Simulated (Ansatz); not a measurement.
Structure data:

```yaml
crystal:
  lattice:
    - [2.45625, 0.00000, 0.00000]
    - [-1.22812, 2.12717, 0.00000]
    - [0.00000, 0.00000, 29.49188]
  atoms:
    - { symbol: C, position: [0.66667, 0.33333, 0.13279] }
    - { symbol: C, position: [0.66667, 0.33333, 0.63279] }
    - { symbol: C, position: [0.66667, 0.33333, 0.86721] }
    - { symbol: C, position: [0.66667, 0.33333, 0.36721] }
    - { symbol: C, position: [0.00000, 0.00000, 0.75026] }
    - { symbol: C, position: [0.33333, 0.66667, 0.36721] }
    - { symbol: C, position: [0.00000, 0.00000, 0.25026] }
    - { symbol: C, position: [0.66667, 0.33333, 0.75026] }
    - { symbol: C, position: [0.33333, 0.66667, 0.86721] }
    - { symbol: C, position: [0.33333, 0.66667, 0.25026] }
    - { symbol: C, position: [0.33333, 0.66667, 0.63279] }
    - { symbol: C, position: [0.33333, 0.66667, 0.13279] }
```

What would you see if this were drawn?

Answer. The element is carbon. The cell holds twelve atoms. Each C has three C in a trigonal planar arrangement at 1.42 Å. The bonds build C layers parallel to (001).

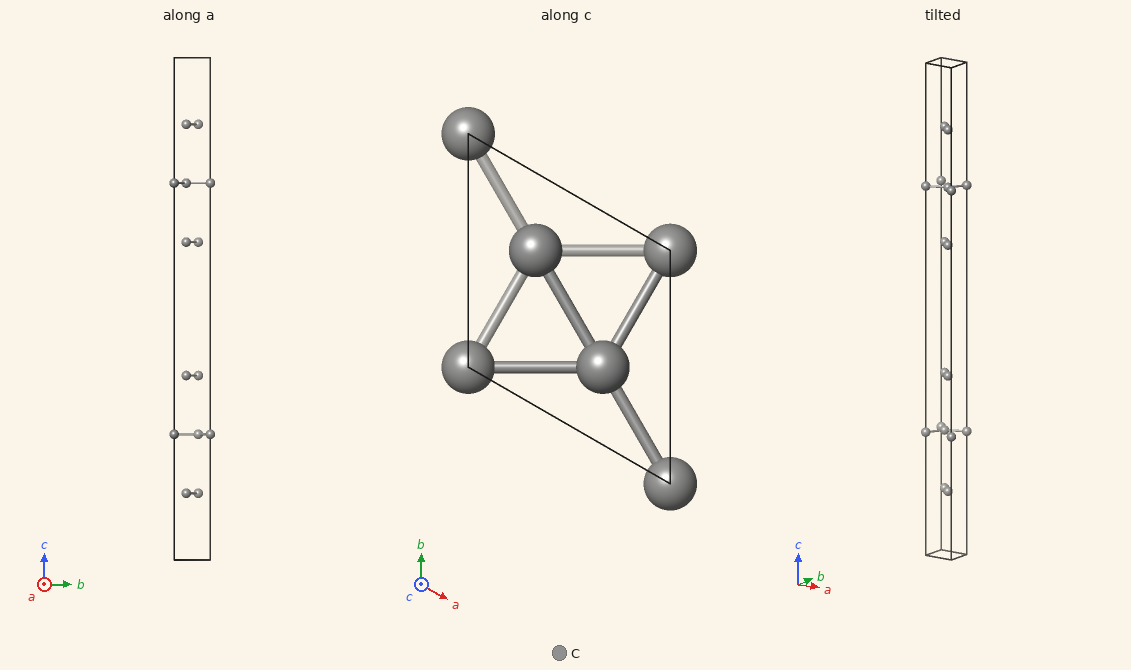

Ball-and-stick drawing of the structure, looking along the a axis, along the c axis and slightly off an axis. One simulation cell is framed, with atoms on its boundary repeated. Colours: carbon grey.

The structure was taken from a structure listed in the Materials Project. Earlier steps of the study may have refined or changed the cell and positions. It went into a calculation with Ansatz.
